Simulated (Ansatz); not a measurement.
**Yb: geometry relaxation**

System: Yb (1 atom in the cell).
Method: DFT PBE, scalar-relativistic, plane waves, PAW, no spin polarisation (Ansatz 0.2.0).

Figures and captions count atoms from 1; the log counts them from 0 in places.

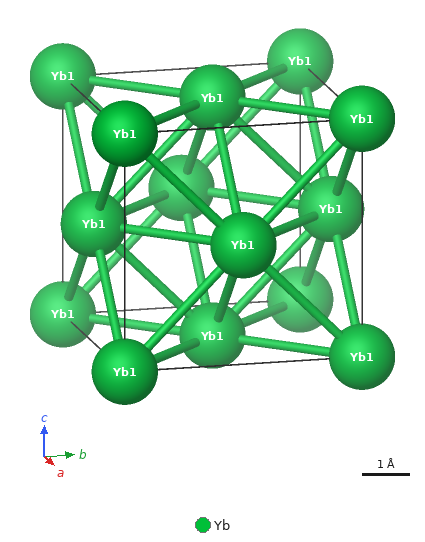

The starting structure (ball-and-stick view of the cell 4 times as large as that of the calculation, set on its symmetry axes, seen slightly off an axis; atoms are numbered from 1 in the order of the input).

Input:
```yaml
crystal:
  lattice:
    - [0.0, 2.6117895415, 2.6117895415]
    - [2.6117895415, 0.0, 2.6117895415]
    - [2.6117895415, 2.6117895415, 0.0]
  atoms:
    - { symbol: Yb, position: [0.0, 0.0, 0.0] }
basis:
  ecutwfc: 420
kpoints:
  mp_grid: { grid: [14, 14, 14] }
hamiltonian:
  xc: pbe
scf:
  occupations: { method: gaussian, width: 0.1 }
output:
  forces: true
  stress: true
  eigenvalues: true
  write_density: true
  write_potential: true
  elf: true
  volumetric_format: npy
relax:
  adjacent_minimum: "off"
  f_tol: 0.005
  max_steps: 80
  cell: { stress_tol: 0.05 }
```

Run on 2 threads of Arm Neoverse V1, 24 GiB of memory available, shared host.

Run as:
```bash
ansatz run input.yaml --threads 2 --pin off --max-ram 5632MiB --backend cpu --events-out ev --progress --plain --runs-dir out
```

The program's output:
```
Engine: ansatz 0.2.0, aarch64-unknown-linux-gnu
Pseudopotentials: kind: paw
Pseudopotential: Yb, paw, valence charge 24, recommended cutoff 420 eV (normal), Yb.paw.azcp
Functional definition: PBE
  parameter kappa = 0.804
  parameter beta = 0.06672455060314922
  exchange = pbe_x(kappa = kappa, mu = beta*pi^2/3)
  correlation = pbe_c(beta = beta)
Crystal: 1 atoms, lattice volume = 35.632 Å³
Basis set: ecut = 420 eV, 725 PW (Γ), exchange–correlation on 50×50×50 points (8 copies of the dense FFT grid, shifted against one another)
Bands: 16, of which v1, the nominal top of the filled ones, is band 12 counted from 1 (11 counted from 0)
Symmetry: 48 space group operations
Space group: Fm-3m (ITA 225), of the structure as read, at distance tolerance 3.3e-5 Å
k-points: 104 of 2744
Non-local potential: Yb, projectors of the file, l = 0: 3, l = 1: 2, l = 2: 2, l = 3: 3
PAW form: soft (Blöchl's): semilocal exchange-correlation on the pseudo side does not see the compensation charge
PAW one-centre angular grid: Yb, 590 points (default); XC on 64 Gauss nodes
Initial density: superposition of atomic densities (neutral atoms: chi_scale 0, normalization atom), corrected by the library's trained network
Initial wavefunctions: pseudopotential atomic-orbital guess
Functional: x = pbe(κ = 0.804, μ = 0.2195149727645171), c = pbe(β = 0.06672455060314922)
SCF iter   1: F=—  HF=-13795.041391 eV  |F-HF|=—  |Δ(HF+E_count)|=         —  Δρ=1.34e-2  dr2=5.25e-2  ethr=1.77e-3  ⟨swp⟩=5.2  Hψ=8159  notcnv=0
preconditioner: auto → Kerker (q_TF=auto, 2.554 Å⁻¹)  [metal: Δε(μ)=0.047 eV  Ē_g=9.953 eV  σ=0.100 eV  W_gap=0.26  n_scr=14 (ndim 8)  ℏωp=29.2 eV  f_vac=0.000  D(μ)=0.82/eV (n_scr^D=0)]
SCF iter   2: F=—  HF=-13795.030673 eV  |F-HF|=—  |Δ(HF+E_count)|=   1.07e-2  Δρ=4.20e-3  dr2=5.91e-3  ethr=2.19e-4  ⟨swp⟩=2.1  Hψ=3684  notcnv=0
SCF iter   3: F=—  HF=-13795.029164 eV  |F-HF|=—  |Δ(HF+E_count)|=   1.51e-3  Δρ=2.09e-3  dr2=1.84e-3  ethr=2.46e-5  ⟨swp⟩=1.1  Hψ=1680  notcnv=0
SCF iter   4: F=—  HF=-13795.028444 eV  |F-HF|=—  |Δ(HF+E_count)|=   7.20e-4  Δρ=3.07e-4  dr2=5.57e-5  ethr=7.69e-6  ⟨swp⟩=2.0  Hψ=2530  notcnv=0
SCF iter   5: F=—  HF=-13795.028506 eV  |F-HF|=—  |Δ(HF+E_count)|=   6.19e-5  Δρ=1.81e-4  dr2=7.11e-6  ethr=2.32e-7  ⟨swp⟩=2.7  Hψ=2801  notcnv=0
SCF iter   6: F=—  HF=-13795.028505 eV  |F-HF|=—  |Δ(HF+E_count)|=   6.90e-7  Δρ=1.13e-4  dr2=3.75e-6  ethr=2.96e-8  ⟨swp⟩=2.0  Hψ=2912  notcnv=0
SCF iter   7: F=—  HF=-13795.028504 eV  |F-HF|=—  |Δ(HF+E_count)|=   6.46e-7  Δρ=4.62e-5  dr2=7.04e-7  ethr=1.56e-8  ⟨swp⟩=1.0  Hψ=1664  notcnv=0
SCF iter   8: F=-13795.028504 eV  HF=-13795.028504 eV  |F-HF|=6.90e-9  |Δ(HF+E_count)|=   3.12e-7  Δρ=6.01e-6  dr2=1.40e-8  ethr=4.17e-10  ⟨swp⟩=8.6  Hψ=12948  notcnv=0
SCF 1 converged in 8 iterations: F = -13795.028504 eV  dr2 = 1.40e-8
  greatest PAW one-centre occupation: 0.997 electrons in one spin orbital (limit 2), on the Yb atom at site 0 (counted from 0), in its partial waves of l = 0
relax step   1: F+E_penalty+E_count = -13795.02850403 eV  Δ(F+E_penalty+E_count) = +0.000e0 eV  max|allowed force component| = 0.000e0 eV/Å  Δτ_max = 0.0000 Å  P = -0.012 GPa  Ω = 35.632 Å³  (8 SCF iters, dr2 threshold 1.00e-7 eV, accepted)
Initial density: handed on by an earlier stage of this run
Initial wavefunctions: pseudopotential atomic-orbital guess (no wavefunctions were taken with the density)
iter 1 solved again at ethr=5.76e-8 eV; its pass at ethr=3.10e-3 eV (dr2=1.38e-5 eV) is discarded
SCF iter   1: F=—  HF=-13795.028504 eV  |F-HF|=—  |Δ(HF+E_count)|=         —  Δρ=7.67e-6  dr2=1.93e-8  ethr=5.76e-8  ⟨swp⟩=4.3  Hψ=14316  notcnv=0
preconditioner: auto → Kerker (q_TF=auto, 2.554 Å⁻¹)  [metal: Δε(μ)=0.023 eV  Ē_g=9.863 eV  σ=0.100 eV  W_gap=0.13  n_scr=14 (ndim 8)  ℏωp=29.2 eV  f_vac=0.000  D(μ)=0.92/eV (n_scr^D=8)]
SCF iter   2: F=—  HF=-13795.028504 eV  |F-HF|=—  |Δ(HF+E_count)|=   2.86e-7  Δρ=3.87e-6  dr2=7.87e-9  ethr=8.04e-11  ⟨swp⟩=3.0  Hψ=3492  notcnv=0
SCF iter   3: F=—  HF=-13795.028504 eV  |F-HF|=—  |Δ(HF+E_count)|=   4.42e-9  Δρ=4.59e-6  dr2=8.58e-9  ethr=3.28e-11  ⟨swp⟩=2.1  Hψ=2604  notcnv=0
SCF iter   4: F=—  HF=-13795.028504 eV  |F-HF|=—  |Δ(HF+E_count)|=  1.82e-11  Δρ=2.34e-6  dr2=2.63e-9  ethr=3.28e-11  ⟨swp⟩=1.0  Hψ=1664  notcnv=0
SCF iter   5: F=—  HF=-13795.028504 eV  |F-HF|=—  |Δ(HF+E_count)|=  2.35e-10  Δρ=1.31e-6  dr2=5.05e-10  ethr=1.10e-11  ⟨swp⟩=2.0  Hψ=2899  notcnv=0
SCF iter   6: F=—  HF=-13795.028504 eV  |F-HF|=—  |Δ(HF+E_count)|=  6.91e-11  Δρ=3.02e-7  dr2=3.47e-11  ethr=2.11e-12  ⟨swp⟩=1.0  Hψ=1669  notcnv=0
SCF iter   7: F=-13795.028504 eV  HF=-13795.028504 eV  |F-HF|=7.28e-12  |Δ(HF+E_count)|=  1.82e-12  Δρ=3.10e-8  dr2=3.51e-13  ethr=1.00e-12  ⟨swp⟩=6.9  Hψ=8542  notcnv=0
SCF 2 converged in 7 iterations: F = -13795.028504 eV  dr2 = 3.51e-13
relax step   2: F+E_penalty+E_count = -13795.02850404 eV  Δ(F+E_penalty+E_count) = -2.874e-9 eV  max|allowed force component| = 0.000e0 eV/Å  Δτ_max = 0.0000 Å  P = -0.012 GPa  Ω = 35.632 Å³  stress off target by 1.22e-2 GPa  SCF on the basis re-selected at this cell (its energy is not comparable with the rows above)  (7 SCF iters)
```

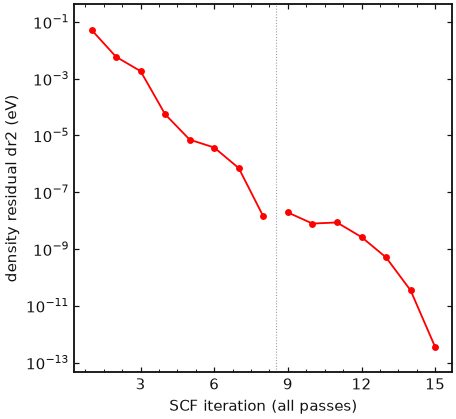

Convergence of the self-consistent field: density residual dr2 against the SCF iteration. The dotted lines part the SCF passes of the relaxation: geometry steps, rejected trials and re-solves on a re-selected basis. The passes take 8 and 7 iterations.

```
basis re-selected at this cell: Δ(F+E_penalty+E_count) = -2.874e-9 eV, ΔP = -0.000 GPa vs the last step (what re-selecting the basis moved, of the pressure what is left beyond the Pulay correction that the steps carried, after the strain that the cell walked since its last selection, with what the two solves' SCF thresholds leave and, on support functions, any second-order correction that the steps lacked; it is no measure of the basis error at this ecutwfc). This SCF's stress stands 1.22e-2 GPa from its target on what of the cell is left free (relax.cell.stress_tol is 5.00e-2 GPa) and its largest allowed force component is 0.00e0 eV/Å (relax.f_tol is 5.00e-3 eV/Å): within both
SCF converged after 7 iterations
Free energy (F): -13795.028504 eV
Harris-Foulkes:  -13795.028504 eV  (|F-HF|=7.28e-12)
Internal energy: -13795.023893 eV  (E = F + TS)
E sigma→0 (E₀):  -13795.026198 eV
Entropy (-TS):   -0.004611 eV (-4.611 meV/atom)
Fermi energy:    10.784078 eV
--- Per-component energies (eV) ---
  E_band       = 2.475647
  E_kinetic    = 353.794622
  E_local      = -6269.641715  (includes V_loc(G=0)·N_el)
  E_nonlocal   = 551.060168
  E_hartree    = 2727.108516
  E_xc         = -162.837268
  E_vxc        = -202.714943  (∫ρ·V_xc dr)
  E_paw        = -7354.499794  (= ΣΔE_a)
  E_vpaw       = 115.760481  (= ΣTr[D̂ρ^β])
  E_aug_tail   = 0.000003  (compensation charges beyond the density's cutoff)
  E_ewald      = -3640.008425
  E_smearing   = -0.004611  (= −TS)
  E_closure    = -0.000000  (closes the sum)
  Σ components = -13795.028504   (vs F -13795.028504, Δ=0.00e0)
--- Forces (eV/Å), atoms counted from 1 ---
  atom   1  Yb    -0.00000000    -0.00000000     0.00000000
  max |Σ_I F_I| component: 8.22e-31 eV/Å
--- Stress (GPa, compression-positive) ---
       -0.012200      -0.000000      -0.000000
       -0.000000      -0.012200      -0.000000
       -0.000000      -0.000000      -0.012200
  P = ⅓ Tr σ = -0.0122 GPa (-0.122 kbar)
--- Band table (eV; the first three rows and the last of 104) ---
  k-point 0: bands = ["-40.8397", "-13.0562", "-13.0562", "-13.0562", "5.5717", "10.2815", "10.3788", "10.3788", "10.3788", "10.4750", "10.4750", "10.4750", "13.6478", "13.6478", "13.6478", "15.8014"]
  k-point 1: bands = ["-40.8388", "-13.0743", "-13.0585", "-13.0585", "5.6917", "10.2827", "10.3766", "10.3817", "10.3817", "10.4681", "10.4681", "10.4752", "13.4835", "13.7104", "13.7104", "15.7238"]
  k-point 2: bands = ["-40.8364", "-13.1248", "-13.0652", "-13.0652", "6.0415", "10.2866", "10.3704", "10.3898", "10.3898", "10.4505", "10.4505", "10.4757", "13.0738", "13.8517", "13.8517", "15.5821"]
  k-point 103: bands = ["-40.8166", "-13.3093", "-13.2641", "-13.1878", "10.2604", "10.3423", "10.3753", "10.3763", "10.3948", "10.4068", "10.4361", "10.7124", "11.3986", "11.7522", "13.7907", "17.8561"]
--- Relaxed structure (1 steps of the walk, 1 accepted, 1 SCFs on fresh bases) ---
  F+E_penalty+E_count = -13795.02850404 eV   max|allowed force component| = 0.000e0 eV/Å   (the final SCF, on the basis selected at the relaxed cell)
  cell:  # Å, volume = 35.6324 Å³
    - [0.0, 2.6117895415, 2.6117895415]
    - [2.6117895415, 0.0, 2.6117895415]
    - [2.6117895415, 2.6117895415, 0.0]
  atoms:
    - { symbol: Yb, position: [0.0, 0.0, 0.0] }
```

Trajectory as extended XYZ (Å, eV, eV/Å), 2 frames, from step=1 to step=2:
```
1
Lattice="0.0000 2.6118 2.6118 2.6118 0.0000 2.6118 2.6118 2.6118 0.0000" Properties=species:S:1:pos:R:3:forces:R:3 step=1 energy=-13795.02850 pressure_GPa=-0.01
Yb    0.0000    0.0000    0.0000    0.0000   0.0000   0.0000
1
Lattice="0.0000 2.6118 2.6118 2.6118 0.0000 2.6118 2.6118 2.6118 0.0000" Properties=species:S:1:pos:R:3:forces:R:3 step=2 energy=-13795.02850 pressure_GPa=-0.01
Yb    0.0000    0.0000    0.0000    0.0000   0.0000   0.0000
```

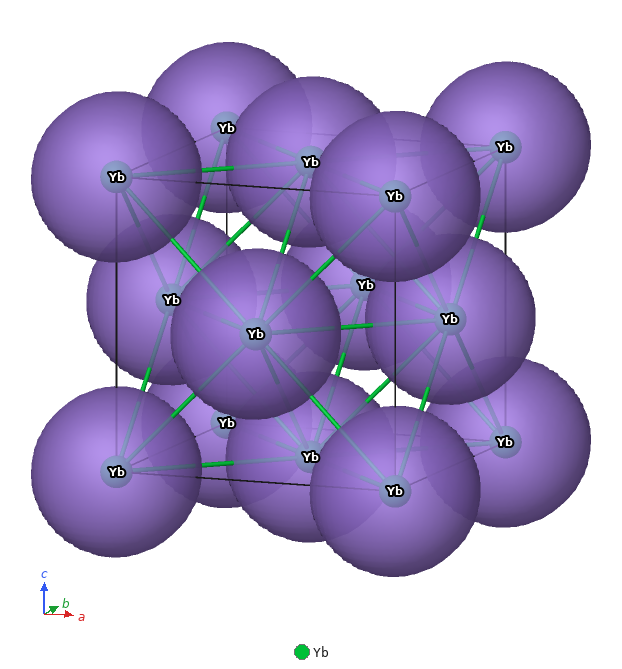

Isosurface of the valence pseudo-density at 0.1 e/Å³ (purple), seen slightly off an axis. Sticks mark near contacts. The outline is the cell set on symmetry axes. At this value the density breaks into separate islands; it holds about 95 % of the electrons treated as valence (semicore included). It is pinched off along the Yb–Yb (3.69 Å) contacts. On the grid the lowest density along these lines, outside the cores, is 0.08 e/Å³ (Yb–Yb, 3.69 Å). Core electrons are frozen (PAW), so the fields are smoothed inside the atomic spheres.

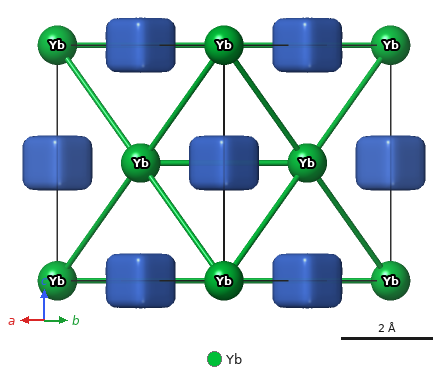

Isosurface of the electron localisation function at 0.5 (blue), seen along [110]. Core shells and regions of very low density are left out. Sticks mark near contacts. The outline is the cell set on symmetry axes. Values along the shortest contacts: Yb–Yb (3.69 Å): the ELF is about 0.20 at the midpoint.

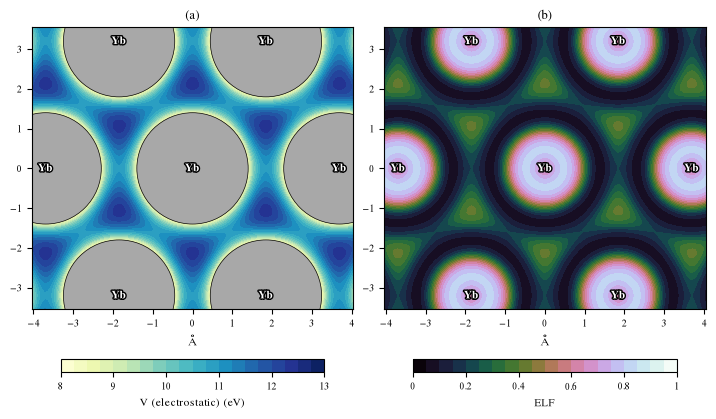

(a) electrostatic potential energy of an electron; (b) electron localisation function on the (111) plane of the conventional cell. Grey discs, where drawn, cover atomic cores. The plane passes through Yb nuclei. Yb–Yb (3.69 Å): the ELF is about 0.20 at the midpoint. The strong features right at Yb lie inside the PAW spheres (semicore, d or f shells) and say nothing about bonding. Outside the cores the potential energy rises away from the atoms and is highest about 2.1 Å from the nearest atoms; outside the discs it spans about 4 eV, and its zero is arbitrary.

Results in brief:

```json
{"quantity": "outcome", "value": "converged"}
{"quantity": "space group (tolerance 0.01 Å)", "value": "Fm-3m (225)"}
{"quantity": "electrons treated", "value": "24"}
{"quantity": "free energy", "value": "−13795.0285 eV"}
{"quantity": "Fermi energy", "value": "10.784 eV"}
{"quantity": "gap on the k-point mesh", "value": "0.02 eV"}
{"quantity": "pressure", "value": "−0.01 GPa"}
{"quantity": "final volume", "value": "35.63 Å³"}
{"quantity": "largest force (length of the vector) at the end", "value": "under 0.001 eV/Å"}
{"quantity": "final cell", "value": "a = 3.694 Å, b = 3.694 Å, c = 3.694 Å, α = 60.00°, β = 60.00°, γ = 60.00°"}
{"quantity": "wall time", "value": "5.3 s (CPU time 10 s)"}
{"quantity": "peak memory", "value": "0.36 GiB"}
```
